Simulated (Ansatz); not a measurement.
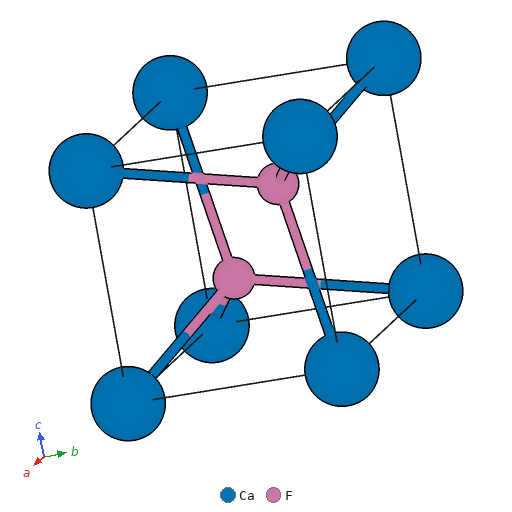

System: CaF₂, space group Fm-3m (No. 225). The picture shows the cell.

Starting cell:
```yaml
crystal:
  lattice:
    - [0.00000, 2.67262, 2.67262]
    - [2.67262, 0.00000, 2.67262]
    - [2.67262, 2.67262, 0.00000]
  atoms:
    - { symbol: Ca, position: [0.00000, 0.00000, 0.00000] }
    - { symbol: F, position: [0.25000, 0.25000, 0.25000] }
    - { symbol: F, position: [0.75000, 0.75000, 0.75000] }
```

How it was computed, with Ansatz 0.2.0: Born effective charges by linear response at the zone centre, in units of the proton charge, Cartesian axes of the given cell; plane waves with PAW datasets. Level: PBEsol, no spin polarisation.

wave cutoff 420 eV; k mesh 8×8×8; occupations fixed; pressure 4 GPa.

What does the calculation give for the mean Born effective charge of each atom? The cases: Ca; F 1; F 2.

The largest in size is that of Ca, 2.38 e, and the charges add up to 0.00 e. The charges are isotropic.

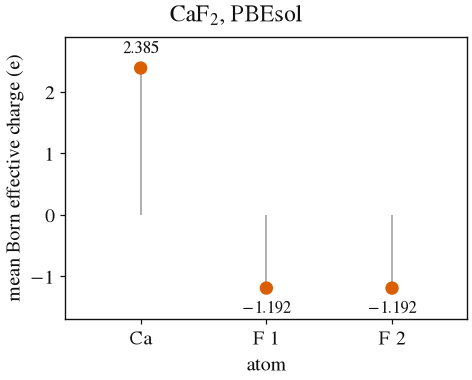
